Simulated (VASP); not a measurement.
# Y: geometry relaxation (part 2 of 3)

Y (P6₃/mmc, 2 atoms in the cell); Kohn-Sham DFT of a periodic cell, r2SCAN, VASP PAW PBE potentials, recommended, no spin polarisation (VASP 6.6.1); cutoff 600 eV, 15×15×8 k-mesh, Gaussian smearing of 0.1 eV. The structure derives from a Materials Project entry.

Geometry of the input (Å; fractional positions):
```
3.6426  0.0000  0.0000
-1.8213  3.1546  0.0000
0.0000  0.0000  5.8792
Y  0.3333  0.6667  0.2500
Y  0.6667  0.3333  0.7500
```

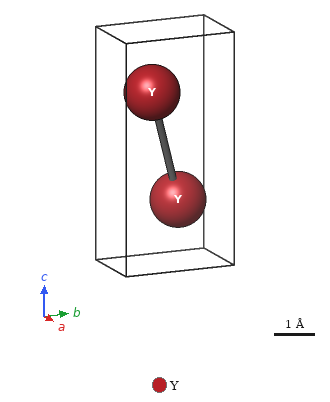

Fig. 1: The structure as given in the input (ball-and-stick view of the cell of the calculation, seen slightly off an axis).

**Parts of OUTCAR, continued**
```
----------------------------------------------------------------------------------------

 KPOINTS: Automatic mesh

Automatic generation of k-mesh.
 Grid dimensions read from file:
 generate k-points for:   15   15    8

 Generating k-lattice:

  Cartesian coordinates                     Fractional coordinates (reciprocal lattice)
     0.018302099  0.010566722  0.000000000     0.066666667 -0.000000000  0.000000000
     0.000000000  0.021133444  0.000000000     0.000000000  0.066666667  0.000000000
     0.000000000  0.000000000  0.021261547     0.000000000  0.000000000  0.125000000

  Length of vectors
     0.021133444  0.021133444  0.021261547

  Shift w.r.t. Gamma in fractional coordinates (k-lattice)
     0.000000000  0.000000000  0.000000000

 Subroutine IBZKPT returns following result:
 ===========================================

 Found    135 irreducible k-points:

 Following reciprocal coordinates:
            Coordinates               Weight
  0.000000  0.000000  0.000000      1.000000
  0.066667  0.000000  0.000000      6.000000
  0.133333  0.000000  0.000000      6.000000
  0.200000 -0.000000  0.000000      6.000000
  0.266667  0.000000  0.000000      6.000000
  0.333333  0.000000  0.000000      6.000000
  0.400000  0.000000  0.000000      6.000000
  0.466667 -0.000000  0.000000      6.000000
  0.066667  0.066667  0.000000      6.000000
  0.133333  0.066667  0.000000     12.000000
  0.200000  0.066667  0.000000     12.000000
  0.266667  0.066667  0.000000     12.000000
  0.333333  0.066667  0.000000     12.000000
  0.400000  0.066667  0.000000     12.000000
  0.466667  0.066667  0.000000      6.000000
  0.133333  0.133333  0.000000      6.000000
  0.200000  0.133333  0.000000     12.000000
  0.266667  0.133333  0.000000     12.000000
  0.333333  0.133333  0.000000     12.000000
  0.400000  0.133333  0.000000     12.000000
  0.200000  0.200000  0.000000      6.000000
  0.266667  0.200000  0.000000     12.000000
  0.333333  0.200000  0.000000     12.000000
  0.400000  0.200000  0.000000      6.000000
 [... further k-points ...]
   k-points           NKPTS =    135   k-points in BZ     NKDIM =    135   number of bands    NBANDS=     15
   number of dos      NEDOS =    301   number of ions     NIONS =      2
   total plane-waves  NPLWV =  43200
   dimension x,y,z NGX =    30 NGY =   30 NGZ =   48
   dimension x,y,z NGXF=    60 NGYF=   60 NGZF=   96
   ions per type =               2
   NGX,Y,Z   is equivalent  to a cutoff of  13.69, 13.69, 13.57 a.u.
   NGXF,Y,Z  is equivalent  to a cutoff of  27.38, 27.38, 27.15 a.u.
 SYSTEM =  Y
   PREC   = accura    normal or accurate (medium, high low for compatibility)
   ISTART =      0    job   : 0-new  1-cont  2-samecut
   ICHARG =      2    charge: 1-file 2-atom 10-const
   ISPIN  =      1    spin polarized calculation?
   LNONCOLLINEAR =      F non collinear calculations
   LSORBIT =      F    spin-orbit coupling
   LASPH  =      T    aspherical Exc in radial PAW
   ENCUT  =  600.0 eV  44.10 Ry    6.64 a.u.   7.28  7.28 11.74*2*pi/ulx,y,z
   NELM   =     80;   NELMIN=  2; NELMDL= -5     # of ELM steps
   EDIFF  = 0.1E-06   stopping-criterion for ELM
   LREAL  =      F    real-space projection
   EDIFFG = -.5E-02   stopping-criterion for IOM
   NSW    =     90    number of steps for IOM
   IBRION =      2    ionic relax: 0-MD 1-quasi-New 2-CG
   NFREE  =      1    steps in history (QN), initial steepest desc. (CG)
   ISIF   =      3    stress and relaxation
   ISYM   =      2    0-nonsym 1-usesym 2-fastsym
   POTIM  = 0.5000    time-step for ionic-motion
   TEBEG  =    0.0;   TEEND  =   0.0 temperature during run
   PSTRESS=    0.0 pullay stress
   NELECT =      22.0000    total number of electrons
   NUPDOWN=      -1.0000    fix difference up-down
   EMIN   =  10.00;   EMAX   =-10.00  energy-range for DOS
   EFERMI =   0.00;   METHOD = LEGACY
   ISMEAR =     0;   SIGMA  =   0.10  broadening in eV -4-tet -1-fermi 0-gaus
   EFERMI_NEDOS =   21; number of points for ismear=-14 and -15
   IALGO  =     38    algorithm
   IMIX   =      4    mixing-type and parameters
     AMIX     =   0.40;   BMIX     =  1.00
     AMIX_MAG =   1.60;   BMIX_MAG =  1.00
  volume/ion in A,a.u.               =      33.78       227.94
  Fermi-wavevector in a.u.,A,eV,Ry     =   1.126320  2.128437 17.260315  1.268597
  Thomas-Fermi vector in A             =   2.263002
   LORBIT       =      0    0 simple, 1 ext, 2 COOP (PROOUT), +10 PAW based schemes
   METAGGA = R2SCAN    functional components
   LHFCALC =     F    Hartree Fock is set to
   AEXX    =    0.0000 exact exchange contribution
   IVDW    =     0    specifies the selected vdW correction
   LEPSILON=     F    determine dielectric tensor
   LRPA    =     F    only Hartree local field effects (RPA)
 conjugate gradient relaxation of ions
 non-spin polarized calculation
 Gauss-broadening in eV      SIGMA  =   0.10
  energy-cutoff  :      600.00
  volume of cell :       67.56
 maximum number of plane-waves:      2297
 NGX is ok and might be reduce to    30
   NGX = 15   NGY = 15   NGZ = 23

--------------------------------------- Ionic step        1  -------------------------------------------

 number of electron      22.0000001 magnetization

 Free energy of the ion-electron system (eV)
  ---------------------------------------------------
  ext. energy  EPLUGINS =         0.00000000
  ---------------------------------------------------
  free energy    TOTEN  =       -40.53725830 eV

  energy without entropy =      -40.51647758  energy(sigma->0) =      -40.52686794

------------------------ aborting loop because EDIFF is reached ----------------------------------------

  FORCE on cell =-STRESS in cart. coord.  units (eV):
  Direction    XX          YY          ZZ          XY          YZ          ZX
  --------------------------------------------------------------------------------------
  -------------------------------------------------------------------------------------
  Total        0.2480649      0.2480649     -0.7731665     -0.0000000      0.0000000      0.0000000
  in kB        5.8832109      5.8832109    -18.3367400     -0.0000000      0.0000000      0.0000000
  external PRESSURE =      -2.1901061 kB  Pullay stress =       0.0000000 kB

 VOLUME and BASIS-vectors are now :
 -----------------------------------------------------------------------------
  energy-cutoff  :      600.00
  volume of cell :       67.56
      direct lattice vectors                 reciprocal lattice vectors
     3.642569390  0.000000000  0.000000000     0.274531489  0.158500830  0.000000000
    -1.821284700  3.154557630  0.000000000     0.000000000  0.317001658  0.000000000
     0.000000000  0.000000000  5.879158350     0.000000000  0.000000000  0.170092374

 POSITION                                       TOTAL-FORCE (eV/Angst)
 -----------------------------------------------------------------------------------
     -0.00000      2.10304      1.46979        -0.000000     -0.000000      0.000000
      1.82128      1.05152      4.40937         0.000000      0.000000      0.000000
 -----------------------------------------------------------------------------------
    total drift:                               -0.000004      0.000003     -0.000000

  FREE ENERGIE OF THE ION-ELECTRON SYSTEM (eV)
  ---------------------------------------------------
  free  energy   TOTEN  =       -40.5372583049 eV

  energy  without entropy=      -40.5164775789  energy(sigma->0) =      -40.52686794

--------------------------------------- Ionic step        2  -------------------------------------------

 number of electron      22.0000002 magnetization

------------------------ aborting loop because EDIFF is reached ----------------------------------------

  FORCE on cell =-STRESS in cart. coord.  units (eV):
  Direction    XX          YY          ZZ          XY          YZ          ZX
  --------------------------------------------------------------------------------------
  -------------------------------------------------------------------------------------
  Total        0.1395730      0.1395730     -0.3060474     -0.0000000      0.0000000     -0.0000000
  in kB        3.3330719      3.3330719     -7.3085627     -0.0000000      0.0000000     -0.0000000
  external PRESSURE =      -0.2141396 kB  Pullay stress =       0.0000000 kB

 VOLUME and BASIS-vectors are now :
 -----------------------------------------------------------------------------
  energy-cutoff  :      600.00
  volume of cell :       67.09
      direct lattice vectors                 reciprocal lattice vectors
     3.664365266 -0.000000000  0.000000000     0.272898559  0.157558057  0.000000000
    -1.832182638  3.173433412 -0.000000000     0.000000000  0.315116112  0.000000000
     0.000000000  0.000000000  5.769513218    -0.000000000 -0.000000000  0.173324848

 POSITION                                       TOTAL-FORCE (eV/Angst)
 -----------------------------------------------------------------------------------
     -0.00000      2.11562      1.44238        -0.000000      0.000000     -0.000000
      1.83218      1.05781      4.32713         0.000000     -0.000000      0.000000
 -----------------------------------------------------------------------------------
    total drift:                               -0.000004      0.000003     -0.000000

  FREE ENERGIE OF THE ION-ELECTRON SYSTEM (eV)
  ---------------------------------------------------
  free  energy   TOTEN  =       -40.5498737399 eV

  energy  without entropy=      -40.5309836200  energy(sigma->0) =      -40.54042868

--------------------------------------- Ionic step        3  -------------------------------------------

 number of electron      22.0000001 magnetization

------------------------ aborting loop because EDIFF is reached ----------------------------------------

  FORCE on cell =-STRESS in cart. coord.  units (eV):
  Direction    XX          YY          ZZ          XY          YZ          ZX
  --------------------------------------------------------------------------------------
  -------------------------------------------------------------------------------------
  Total        0.0701353      0.0701353      0.0063483     -0.0000000      0.0000000     -0.0000000
  in kB        1.6821875      1.6821875      0.1522638     -0.0000000      0.0000000     -0.0000000
  external PRESSURE =       1.1722129 kB  Pullay stress =       0.0000000 kB

 VOLUME and BASIS-vectors are now :
 -----------------------------------------------------------------------------
  energy-cutoff  :      600.00
  volume of cell :       66.80
      direct lattice vectors                 reciprocal lattice vectors
     3.677498602 -0.000000000  0.000000000     0.271923965  0.156995374  0.000000000
    -1.838749306  3.184807215 -0.000000000     0.000000000  0.313990748  0.000000000
     0.000000000  0.000000000  5.703445376    -0.000000000 -0.000000000  0.175332616

 POSITION                                       TOTAL-FORCE (eV/Angst)
 -----------------------------------------------------------------------------------
     -0.00000      2.12320      1.42586        -0.000000     -0.000000     -0.000000
      1.83875      1.06160      4.27758         0.000000      0.000000      0.000000
 -----------------------------------------------------------------------------------
    total drift:                               -0.000004      0.000003     -0.000000

  FREE ENERGIE OF THE ION-ELECTRON SYSTEM (eV)
  ---------------------------------------------------
  free  energy   TOTEN  =       -40.5523596385 eV

  energy  without entropy=      -40.5342978051  energy(sigma->0) =      -40.54332872

--------------------------------------- Ionic step        4  -------------------------------------------

 number of electron      22.0000001 magnetization

 E-fermi :   2.9494     XC(G=0): -10.0013     alpha+bet : -9.1445

 val. band max:        2.9435631110   @ k =   0.4000   0.2000   0.3750
 cond. band min:       2.9509622477   @ k =   0.2000   0.2000   0.3750
 fundamental gap:      0.0073991367
 Fermi energy:         2.9494053510

 k-point     1 :       0.0000    0.0000    0.0000
  band No.  band energies     occupation
      1     -41.2656      2.00000
      2     -41.1875      2.00000
      3     -20.8984      2.00000
      4     -20.4137      2.00000
      5     -20.4137      2.00000
      6     -20.3211      2.00000
      7     -20.3211      2.00000
      8     -20.2904      2.00000
      9      -1.9341      2.00000
     10       1.1108      2.00000
     11       3.7426      0.00000
     12       4.9078      0.00000
     13       4.9078      0.00000
     14       5.3551      0.00000
     15       5.5869      0.00000

 k-point     2 :       0.0667    0.0000    0.0000
  band No.  band energies     occupation
      1     -41.2634      2.00000
      2     -41.1868      2.00000
      3     -20.8904      2.00000
      4     -20.4291      2.00000
      5     -20.4191      2.00000
      6     -20.3374      2.00000
      7     -20.3229      2.00000
      8     -20.2943      2.00000
      9      -1.8384      2.00000
     10       1.1980      2.00000
     11       3.6547      0.00000
     12       4.6460      0.00000
     13       4.9966      0.00000
     14       5.4690      0.00000
     15       5.5497      0.00000

 k-point     3 :       0.1333    0.0000    0.0000
  band No.  band energies     occupation
      1     -41.2571      2.00000
      2     -41.1850      2.00000
      3     -20.8671      2.00000
      4     -20.4727      2.00000
      5     -20.4341      2.00000
      6     -20.3827      2.00000
      7     -20.3282      2.00000
      8     -20.3059      2.00000
      9      -1.5590      2.00000
     10       1.4423      2.00000
     11       3.4207      0.00000
     12       4.1839      0.00000
     13       5.1968      0.00000
     14       5.2600      0.00000
     15       5.5476      0.00000
```
